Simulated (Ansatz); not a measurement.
# Run report: W, single-point calculation (part 2 of 2)

Continued. System: W (slab, 20 atoms in the cell). Method: DFT PBE+D3(BJ), scalar-relativistic, plane waves, PAW, no spin polarisation (Ansatz 0.2.0); cutoff 420 eV, 3×3×1 k-mesh, Gaussian smearing of 0.1 eV. The structure derives from an entry of the Crystallography Open Database. It belongs to a series of runs on one base structure; here: the slab at its places in the relaxed adsorbed structure.

Geometry of the input (Å; fractional positions):
```
6.3187  0.0000  0.0000
0.0000  6.3187  0.0000
0.0000  0.0000  24.3187
W  0.2500  0.7500  0.3290
W  0.2500  0.2500  0.3290
W  0.7500  0.7500  0.3290
W  0.7500  0.2500  0.3290
W  0.5000  0.5000  0.3939
W  0.5000  0.0000  0.3939
W  0.0000  0.5000  0.3939
W  0.0000  0.0000  0.3939
W  0.7509  0.2526  0.4581
W  0.7503  0.7480  0.4583
W  0.2476  0.2487  0.4595
W  0.2519  0.7498  0.4591
W  -0.0017  -0.0013  0.5242
W  0.0026  0.5067  0.5253
W  0.5029  0.0004  0.5238
W  0.4975  0.4931  0.5248
W  0.2756  0.7797  0.5907
W  0.2290  0.2226  0.5905
W  0.7221  0.7295  0.5838
W  0.7756  0.2624  0.5868
```

Output, continued:
```
  k-point 1: bands = ["-69.4381", "-69.4143", "-69.3981", "-69.3915", "-69.3648", "-69.3476", "-69.3356", "-69.3230", "-69.3109", "-69.3098", "-69.3063", "-69.2873", "-69.2200", "-69.2078", "-69.2022", "-69.1978", "-69.1952", "-69.1935", "-69.1844", "-69.1719", "-34.2566", "-34.2286", "-34.2090", "-34.1697", "-34.1506", "-34.1375", "-34.0846", "-34.0652", "-34.0514", "-34.0137", "-33.9687", "-33.9400", "-33.8998", "-33.8506", "-33.8349", "-33.8200", "-33.8095", "-33.8005", "-33.7706", "-33.6943",
      "-33.6818", "-33.6767", "-33.6612", "-33.6538", "-33.6353", "-33.6187", "-33.6102", "-33.5962", "-33.5890", "-33.5628", "-33.5459", "-33.5100", "-33.4564", "-33.4533", "-33.4378", "-33.4169", "-33.3968", "-33.3755", "-33.3242", "-33.3050", "-33.2795", "-33.2711", "-33.2533", "-33.2366", "-33.2117", "-33.2064", "-33.2010", "-33.1928", "-33.1829", "-33.1630", "-33.1401", "-33.1272", "-33.1250", "-33.1125", "-33.0901", "-33.0755", "-33.0562", "-33.0377", "-33.0263", "-32.9875",
      "-3.6261", "-2.1327", "-1.9453", "-1.3366", "-0.6997", "-0.6593", "-0.6387", "-0.5717", "-0.5618", "-0.4786", "-0.2449", "-0.2233", "0.0187", "0.2284", "0.3006", "0.3288", "0.3961", "0.6268", "0.6725", "0.6976", "0.9485", "0.9924", "1.1387", "1.4279", "1.4703", "1.5108", "1.5807", "1.6202", "1.7427", "1.9261", "1.9759", "2.0087", "2.1638", "2.2300", "2.2974", "2.3915", "2.4193", "2.6216", "2.8282", "2.8601",
      "2.8844", "3.0273", "3.0832", "3.1267", "3.1506", "3.1988", "3.2936", "3.3903", "3.4982", "3.7166", "3.7459", "3.8118", "3.8417", "3.8633", "3.9197", "4.0419", "4.3714", "4.5304", "4.5947", "4.6597", "4.7903", "4.8016", "4.8967", "5.0398", "5.0985", "5.1939", "5.2934", "5.4333", "5.6230", "5.7011", "5.7298", "5.7932", "5.8096", "5.8490", "5.9151", "6.0264", "6.0920", "6.1723", "6.2384", "6.2757",
      "6.3151", "6.4173", "6.5201", "6.5659", "6.6297", "6.7337", "6.8313", "6.9499"]
  k-point 2: bands = ["-69.4382", "-69.4132", "-69.4007", "-69.3900", "-69.3644", "-69.3483", "-69.3358", "-69.3217", "-69.3133", "-69.3089", "-69.3050", "-69.2876", "-69.2197", "-69.2088", "-69.2015", "-69.1985", "-69.1953", "-69.1927", "-69.1847", "-69.1719", "-34.2651", "-34.2230", "-34.2104", "-34.1692", "-34.1499", "-34.1389", "-34.0873", "-34.0622", "-34.0479", "-34.0107", "-33.9703", "-33.9420", "-33.8983", "-33.8514", "-33.8330", "-33.8196", "-33.8161", "-33.7901", "-33.7693", "-33.6906",
      "-33.6823", "-33.6769", "-33.6616", "-33.6542", "-33.6364", "-33.6177", "-33.6123", "-33.5998", "-33.5892", "-33.5674", "-33.5390", "-33.5122", "-33.4566", "-33.4544", "-33.4449", "-33.4206", "-33.3990", "-33.3691", "-33.3310", "-33.2956", "-33.2769", "-33.2727", "-33.2503", "-33.2330", "-33.2150", "-33.2087", "-33.2039", "-33.1899", "-33.1833", "-33.1621", "-33.1418", "-33.1299", "-33.1207", "-33.1084", "-33.0909", "-33.0752", "-33.0557", "-33.0387", "-33.0298", "-32.9877",
      "-3.6260", "-2.1315", "-1.9464", "-1.3388", "-0.7101", "-0.6590", "-0.6267", "-0.5788", "-0.5508", "-0.4819", "-0.2448", "-0.2245", "0.0190", "0.2152", "0.3042", "0.3375", "0.3925", "0.6264", "0.6751", "0.7013", "0.9456", "0.9879", "1.1506", "1.4075", "1.4857", "1.5022", "1.5892", "1.6278", "1.7483", "1.9116", "1.9841", "1.9933", "2.1702", "2.2438", "2.2998", "2.3951", "2.4192", "2.6257", "2.8282", "2.8497",
      "2.8761", "3.0198", "3.0931", "3.1155", "3.1455", "3.1962", "3.2901", "3.3885", "3.4897", "3.6939", "3.7132", "3.8162", "3.8628", "3.8924", "3.9139", "4.0510", "4.3855", "4.4993", "4.5969", "4.6649", "4.7932", "4.8025", "4.8986", "5.0150", "5.1494", "5.2059", "5.3053", "5.4489", "5.5850", "5.7069", "5.7452", "5.7726", "5.8231", "5.8373", "5.9174", "6.0235", "6.1322", "6.1760", "6.2139", "6.2859",
      "6.3415", "6.4266", "6.4809", "6.5686", "6.6399", "6.7590", "6.8353", "6.9469"]
  k-point 4: bands = ["-69.4295", "-69.4113", "-69.4058", "-69.3960", "-69.3614", "-69.3498", "-69.3312", "-69.3202", "-69.3175", "-69.3114", "-69.3096", "-69.2888", "-69.2196", "-69.2056", "-69.1979", "-69.1952", "-69.1940", "-69.1926", "-69.1854", "-69.1775", "-34.2265", "-34.1853", "-34.1676", "-34.1090", "-34.1023", "-34.0827", "-34.0449", "-34.0336", "-34.0248", "-34.0105", "-34.0021", "-33.9439", "-33.9395", "-33.9123", "-33.9068", "-33.8420", "-33.8095", "-33.8030", "-33.7764", "-33.7725",
      "-33.7364", "-33.6903", "-33.6808", "-33.6518", "-33.6315", "-33.6254", "-33.6143", "-33.6018", "-33.5962", "-33.5828", "-33.5483", "-33.5322", "-33.4942", "-33.4774", "-33.4649", "-33.4297", "-33.3473", "-33.3279", "-33.3147", "-33.3022", "-33.2765", "-33.2710", "-33.2637", "-33.2190", "-33.2136", "-33.2083", "-33.1929", "-33.1682", "-33.1603", "-33.1477", "-33.1343", "-33.1273", "-33.1183", "-33.1051", "-33.0917", "-33.0767", "-33.0647", "-33.0499", "-33.0334", "-32.9856",
      "-3.0532", "-1.6976", "-1.6848", "-1.4476", "-1.0033", "-0.7243", "-0.6931", "-0.0854", "-0.0718", "-0.0403", "0.0491", "0.1108", "0.3515", "0.5767", "0.6376", "0.6802", "0.7393", "0.7718", "0.7828", "0.8657", "0.9131", "1.0278", "1.0429", "1.0719", "1.4238", "1.5643", "1.5993", "1.6207", "1.6794", "1.8115", "1.8495", "1.9829", "2.0460", "2.2064", "2.2216", "2.2449", "2.2600", "2.2867", "2.3151", "2.3368",
      "2.3664", "2.4706", "2.5166", "2.6756", "2.7009", "2.7297", "2.8339", "2.9632", "3.0505", "3.2369", "3.2744", "3.4680", "3.7380", "3.8412", "4.0039", "4.1937", "4.2222", "4.2966", "4.3342", "4.3477", "4.6084", "4.7037", "4.7476", "4.7554", "4.8847", "4.9462", "5.1015", "5.2302", "5.5812", "5.6897", "5.7464", "5.7824", "5.8288", "5.8508", "5.9819", "6.0384", "6.0893", "6.1713", "6.2928", "6.3718",
      "6.4064", "6.5259", "6.6143", "6.6873", "6.7687", "6.8334", "7.0065", "7.0299"]
```

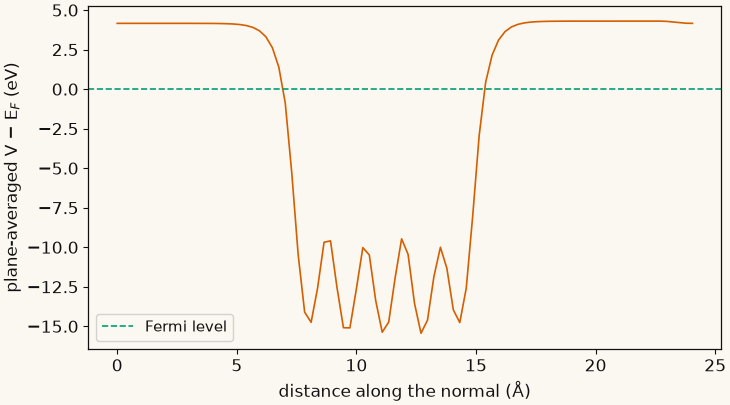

**Figure 1.** Plane average of the electrostatic potential energy of an electron across the cell, from the Fermi level. The vacuum level lies 4.30 eV above the Fermi level on the upper side and 4.16 eV on the lower.

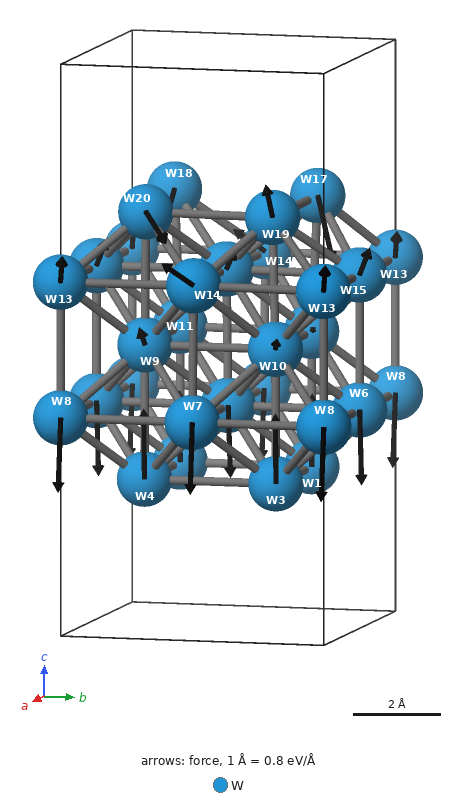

**Figure 2.** Forces on the atoms as black arrows (ball-and-stick view of the cell of the calculation, with the vacuum cut short, seen slightly off an axis; atoms are numbered from 1 in the order of the input); the smallest are left out. The largest act on W6 (1.42 eV/Å); W8 (1.41 eV/Å); W1, W5 (1.37 eV/Å); W2, W7 (1.35 eV/Å), among others. The geometry is not a stationary point of this energy.

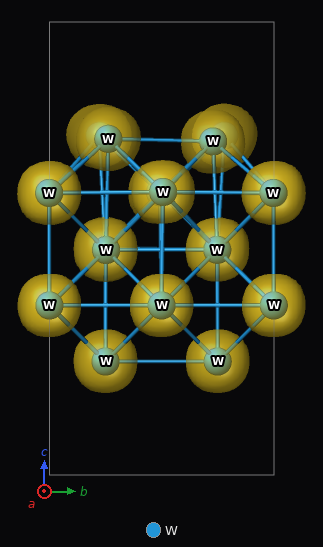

**Figure 3.** Isosurface of the valence charge density (pseudo) at 1 e/Å³ (yellow), seen along the a axis. Sticks mark near contacts. At this value the density breaks into separate islands; it holds about 65 % of the electrons treated as valence (semicore included). It is pinched off along the W–W (2.51 Å), W–W (2.58 Å), W–W (2.64 Å) and W–W (2.71 Å) contacts. On the grid the lowest density along these lines, outside the cores, is 0.65 e/Å³ (W–W, 2.51 Å), 0.58 e/Å³ (W–W, 2.58 Å), 0.51 e/Å³ (W–W, 2.64 Å) and 0.43 e/Å³ (W–W, 2.71 Å). In a PAW calculation such maps are meaningful between the atoms, not at the nuclei.

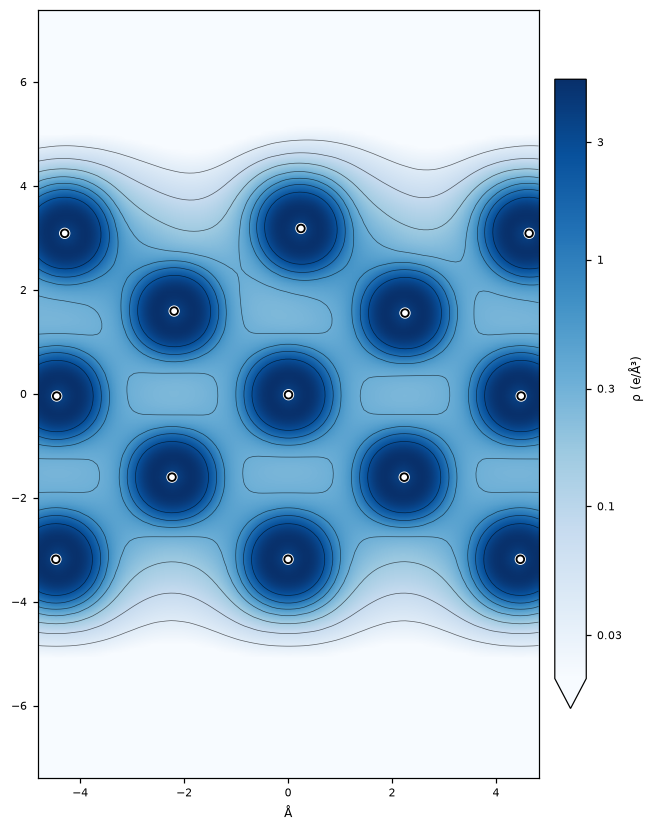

**Figure 4.** Valence electron density on the (11̄0) plane of the calculation cell, a cut from vacuum to vacuum. Circles mark the nuclei in the plane (W). W–W (2.58 Å): ρ is about 0.58 e/Å³ halfway. W–W (2.71 Å): ρ is about 0.43 e/Å³ halfway. W–W (2.74 Å): ρ is about 0.44 e/Å³ halfway. W–W (2.79 Å): ρ at the midpoint is about 0.38 e/Å³. The density dies away to nearly zero in the vacuum.

Results in brief:

| quantity | value |
| --- | --- |
| outcome | converged |
| electrons treated | 280 |
| free energy | −207685.1469 eV |
| work function, top face | 4.30 eV |
| work function, bottom face | 4.16 eV |
| Fermi energy | 4.625 eV |
| gap on the k-point mesh | none (metallic) |
| work function (upper face) | 4.30 eV |
| largest force (length of the vector) | 1.420 eV/Å |
| wall time | 16 s (CPU time 59 s) |
| peak memory | 3 GiB |

Spin–orbit coupling is left out, which matters for W.
